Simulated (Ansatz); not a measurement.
A periodic structure is given below.

```
CELL_PARAMETERS angstrom
3.99565 0.00000 0.00000
-1.99782 3.46033 0.00000
0.00000 0.00000 6.60271
ATOMIC_POSITIONS crystal
Ge 0.66667 0.33333 0.56298
Ge 0.33333 0.66667 0.06298
Ge 0.66667 0.33333 0.93702
Ge 0.33333 0.66667 0.43702
```

Before looking at a picture, describe the arrangement of atoms.

The element is germanium. The symmetry is that of P6_3/mmc (No. 194), on a primitive hexagonal lattice. Among the common structure types it is hexagonal diamond (lonsdaleite type). The cell holds four atoms. The neighbours of Ge are four Ge in a tetrahedral arrangement at 2.45 to 2.47 Å. The bonds build a three-dimensional framework.

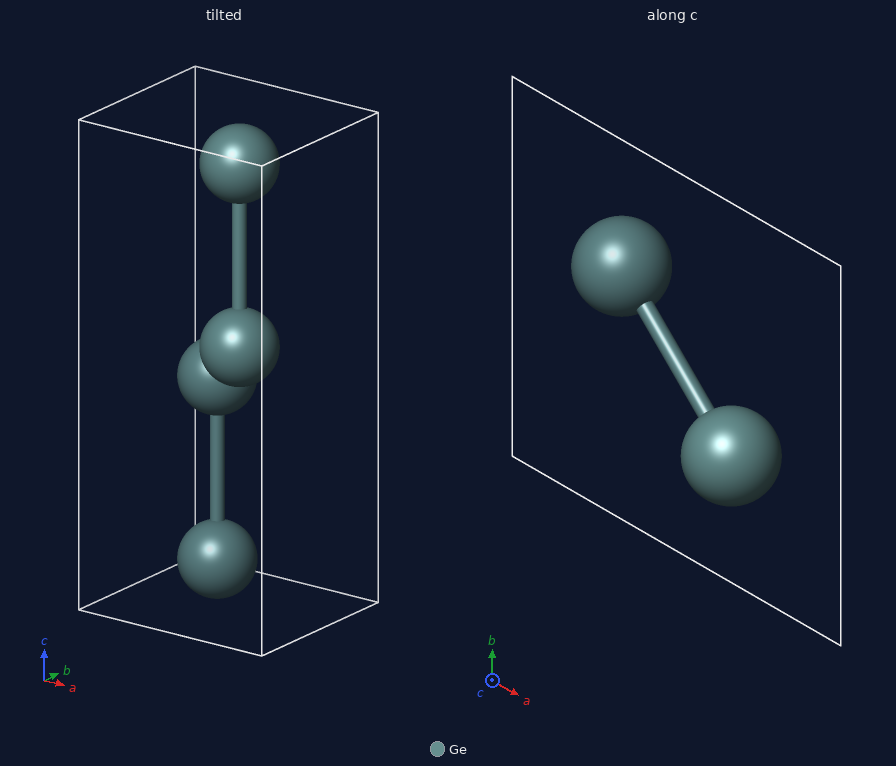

Ball-and-stick drawing of the structure, looking slightly off an axis and along the c axis. The lines enclose the conventional unit cell; boundary atoms appear with their images.

The structure was taken from a structure listed in the Materials Project, with elements exchanged, so it need not be a known form of the compound. Earlier steps of the study, as a rule a relaxation of our own, may have changed the cell and positions, so they can lie some per cent off the listed ones. Ansatz was used for an electronic-structure calculation on it.
